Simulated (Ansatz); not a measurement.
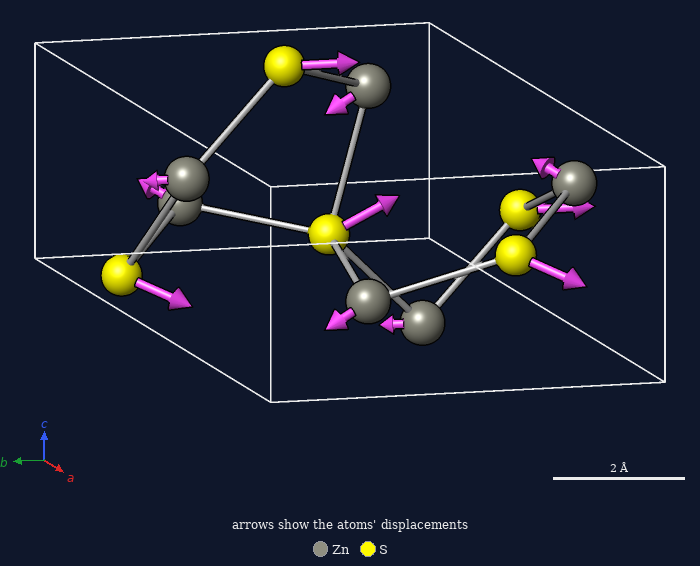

One vibrational mode of a crystal of ZnS (a generated structure) at the zone centre. The pink arrows give the relative displacements of the atoms. Style: ball-and-stick. Shown: the cell of the calculation, from a free direction.

These are results of DFT PBE, scalar-relativistic, plane waves, PAW in Ansatz 0.2.0, not measurements. Settings: plane-wave cutoff 420 eV; k-point mesh 6 × 6 × 8; occupations fixed; no spin polarisation.

Frequencies are those without the non-analytic (LO–TO) term.

Give the symmetry, activity and frequency of this mode.

This is the E mode (doubly degenerate; one member of the set is drawn) at 31.4 meV, optical level 7 of 10, counted from below, infrared- and Raman-active by symmetry. It stretches the shortest S–Zn bonds (2.37 Å); the kinetic energy is shared as S 64 %, Zn 36 %. Its infrared intensity is 21 (D/Å)²/amu for the set.
